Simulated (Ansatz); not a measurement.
System: SnO.

```xyz
4
Lattice="3.6141 0.0000 0.0000 0.0000 6.1122 0.0000 0.0000 0.0000 3.6384" Properties=species:S:1:pos:R:3 pbc="T T T"
Sn    0.0000    1.4175    1.8670
Sn    1.8070    4.6948    0.0478
O     0.0000    5.4475    2.6810
O     1.8070    0.6647    0.8618
```

Space group Pmn2₁; a structure from a database of computed crystals, not necessarily the ambient phase; not relaxed (largest force 1.6 eV/Å); computed pressure about −9 GPa in this cell.

Theory: DFT LDA, scalar-relativistic, plane waves, PAW in Ansatz 0.2.0.

> What will maps of the valence pseudo-density and electron localisation function show?

Sn–O (2.20 Å): the density is about 0.51 e/Å³ at the midpoint; the ELF peaks at about 0.80 in the valence shell of O, 0.6 Å from its nucleus, and is about 0.25 at the midpoint: no localised pair shows between them.

> Does the calculation give a band gap?

It is gapped, with a Kohn–Sham gap of 1.2 eV on the k-point mesh (the band edges may lie off the mesh, which would make the gap smaller).

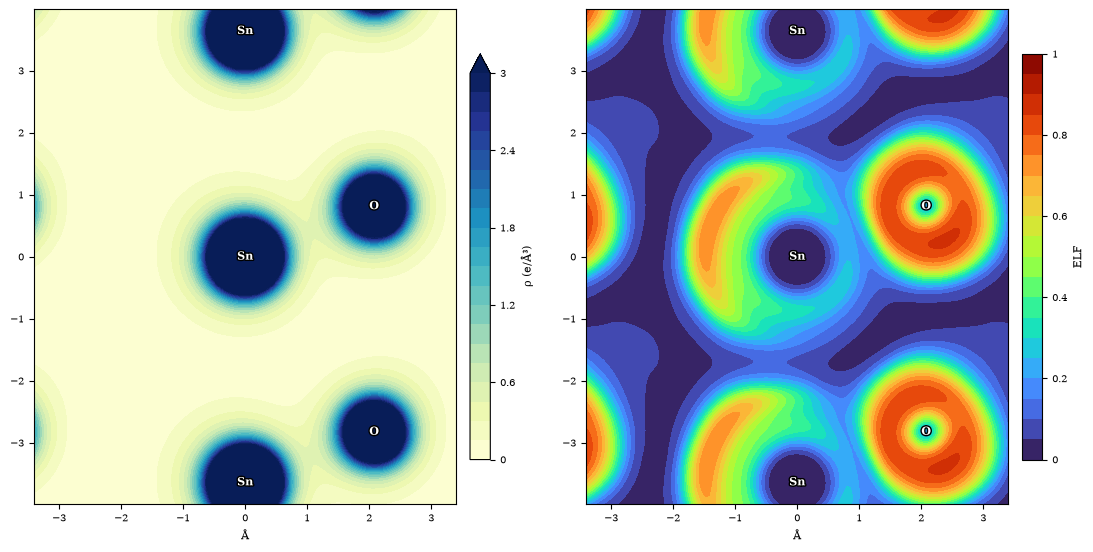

Computed valence pseudo-density and electron localisation function on the (100) plane of the conventional cell, in this order. 
